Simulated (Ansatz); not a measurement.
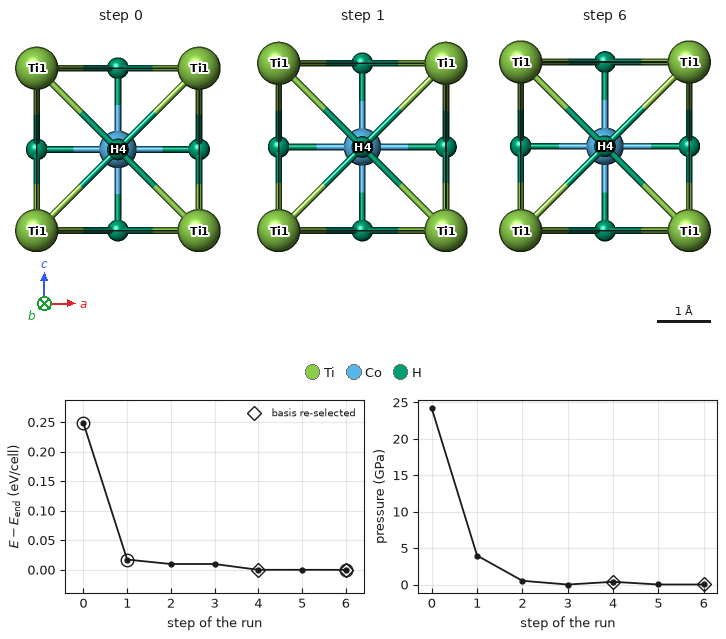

Frames of a relaxation of crystalline TiCoH3 (set up in Pm-3m) (coarse preliminary run), marked on the history of the run. Style: ball-and-stick. Shown: the cell of the calculation, along the b axis.

Case: 3 H put on empty site 1 of 1 host cells, relaxed.

Computed with Ansatz 0.2.0, DFT PBE, scalar-relativistic, plane waves, PAW. Settings: plane-wave cutoff 420 eV; k-point mesh 6 × 6 × 6; occupations gaussian; smearing width 0.1 eV; no spin polarisation; cell and atoms relaxed; force threshold 0.0325 eV/Å; at most 70 steps.

Question: What happens along the run?

Answer: No atom moves by more than 0.005 Å relative to the cell. The drawn cell changes as follows: a = b = c 3.120 → 3.239 Å (+3.8 %); the volume changes by +11.9 %. Some distances before and after: Ti–Ti 3.120 → 3.239 Å, Co–Ti 2.702 → 2.805 Å, H–Ti 2.206 → 2.290 Å, Co–H 1.560 → 1.620 Å. The space group stays Pm-3m (No. 221). Over 4 accepted moves (6 points after the start) the energy falls by 0.248 eV per cell of the calculation. All forces vanish by symmetry, so only the cell relaxes. The pressure goes from 24.19 to 0.02 GPa. The SCF was repeated twice at an unchanged geometry on a basis and grid sized afresh for the cell, which shifted the energy by 9.8 meV per cell of the calculation at most. The run took 4.4 s on 2 threads of Arm Neoverse V2, on a shared host, peak memory 0.31 GiB. From step 0 to 1: volume +9.3 %, energy −0.231 eV per cell of the calculation. From step 1 to 6: volume +2.4 %, energy −17.4 meV per cell of the calculation.

| step | E − E(0), meV/atom | pressure, GPa | volume, Å³/atom | note |
| --- | --- | --- | --- | --- |
| 0 | 0.00 | 24.19 | 6.074 |  |
| 1 | -46.21 | 3.99 | 6.639 |  |
| 2 | -47.72 | 0.53 | 6.764 |  |
| 3 | -47.72 | 0.01 | 6.783 |  |
| 4 | -49.69 | 0.39 | 6.783 | same geometry, new basis |
| 5 | -49.68 | 0.02 | 6.798 |  |
| 6 | -49.70 | 0.02 | 6.798 | same geometry, new basis |
